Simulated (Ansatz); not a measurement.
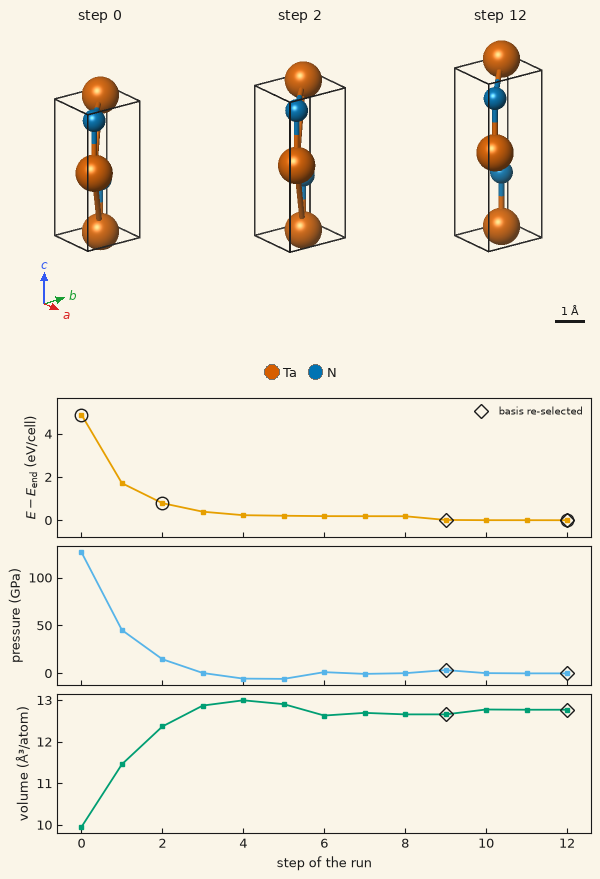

Frames of a relaxation of a crystal of TaN (set up in P6_3mc) (coarse preliminary run), marked on the history of the run. The picture is a ball-and-stick view of the cell of the calculation, seen slightly off an axis.

Theory: DFT PBEsol, scalar-relativistic, plane waves, PAW (Ansatz). Set-up: plane-wave cutoff 420 eV; k-point mesh 6 × 6 × 4; occupations gaussian; smearing width 0.1 eV; no spin polarisation; cell and atoms relaxed; force threshold 0.05 eV/Å; at most 80 steps.

Question: What happens along the run?

Answer: After 10 accepted moves (12 points after the start) the energy has fallen by 4.890 eV per cell of the calculation. The largest force component goes from 2.2 to 0.045 eV/Å. Pressure: 126.64 GPa at the start and −0.12 GPa at the end. At 2 points the geometry stayed and the basis and grid were re-selected for the new cell (energy shift of 0.173 eV per cell of the calculation at most each time). The largest moves relative to the cell, 0.19 Å, are those of Ta and N atoms. By element the largest moves are Ta 0.19 Å, N 0.19 Å. The volume changes by +28.4 %, with a = b 3.050 → 3.120 Å (+2.3 %), c 4.940 → 6.060 Å (+22.7 %). Some distances before and after: Ta–Ta 3.033 → 3.525 Å, N–Ta 1.850 → 2.094 Å, Ta–Ta 3.050 → 3.120 Å, N–Ta 1.902 → 1.963 Å. Bond angles that change, for instance: Ta–N–Ta 111.0° → 96.3°, Ta–N–Ta 107.9° → 120.7°. The space group stays P6_3mc (No. 186). From step 0 to 2: Ta and N atoms move most (0.05 Å), volume +24.3 %, energy −4.100 eV per cell of the calculation. From step 2 to 12: Ta and N atoms move most (0.13 Å), volume +3.3 %, energy −0.790 eV per cell of the calculation.

```json
{"step": "0", "E − E(0), meV/atom": "0.00", "largest force component, eV/Å": "2.2287", "pressure, GPa": "126.64", "volume, Å³/atom": "9.949", "note": ""}
{"step": "1", "E − E(0), meV/atom": "-793.58", "largest force component, eV/Å": "1.3604", "pressure, GPa": "45.19", "volume, Å³/atom": "11.458", "note": ""}
{"step": "2", "E − E(0), meV/atom": "-1025.02", "largest force component, eV/Å": "1.6248", "pressure, GPa": "14.68", "volume, Å³/atom": "12.367", "note": ""}
{"step": "3", "E − E(0), meV/atom": "-1123.91", "largest force component, eV/Å": "0.5013", "pressure, GPa": "0.27", "volume, Å³/atom": "12.871", "note": ""}
{"step": "4", "E − E(0), meV/atom": "-1164.29", "largest force component, eV/Å": "0.3306", "pressure, GPa": "-5.62", "volume, Å³/atom": "12.997", "note": ""}
{"step": "5", "E − E(0), meV/atom": "-1170.62", "largest force component, eV/Å": "0.0341", "pressure, GPa": "-5.89", "volume, Å³/atom": "12.905", "note": ""}
{"step": "6", "E − E(0), meV/atom": "-1175.18", "largest force component, eV/Å": "0.2718", "pressure, GPa": "1.15", "volume, Å³/atom": "12.631", "note": ""}
{"step": "7", "E − E(0), meV/atom": "-1175.82", "largest force component, eV/Å": "0.1285", "pressure, GPa": "-0.66", "volume, Å³/atom": "12.695", "note": ""}
{"step": "8", "E − E(0), meV/atom": "-1176.20", "largest force component, eV/Å": "0.0114", "pressure, GPa": "0.06", "volume, Å³/atom": "12.659", "note": ""}
{"step": "9", "E − E(0), meV/atom": "-1219.35", "largest force component, eV/Å": "0.0245", "pressure, GPa": "3.32", "volume, Å³/atom": "12.659", "note": "same geometry, new basis"}
{"step": "10", "E − E(0), meV/atom": "-1221.89", "largest force component, eV/Å": "0.0221", "pressure, GPa": "0.13", "volume, Å³/atom": "12.776", "note": ""}
{"step": "11", "E − E(0), meV/atom": "-1222.10", "largest force component, eV/Å": "0.0444", "pressure, GPa": "-0.13", "volume, Å³/atom": "12.771", "note": ""}
{"step": "12", "E − E(0), meV/atom": "-1222.46", "largest force component, eV/Å": "0.0447", "pressure, GPa": "-0.12", "volume, Å³/atom": "12.771", "note": "same geometry, new basis"}
```
